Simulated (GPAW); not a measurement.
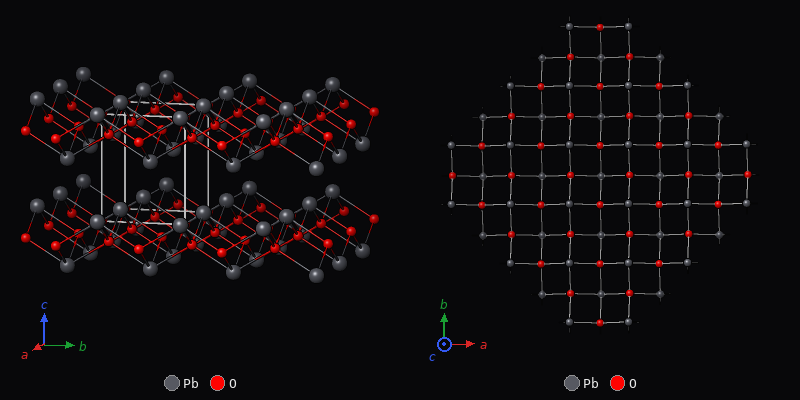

Left: the structure. Right: its underlying net. Nodes are coloured by element. One layer is drawn. Short stubs are edges that leave the cut-out.

System PbO (space group P4/nmm, No. 129); source of the atomic positions: an entry of the Crystallography Open Database, as set up for an electronic-structure calculation.

Bonds are taken as O–Pb below 2.6 Å. Simplification: prune 0- and 1-connected atoms, fold 2-connected ones into links.

The result is a uninodal 4-connected, two-periodic (layers) net: Pb and O are 4-connected nodes. It is the sql net, known from the square lattice. The layers lie parallel to (001).

```
    node  links  point symbol  coordination sequence
Pb and O      4       4^4.6^2              4 8 12 16
```
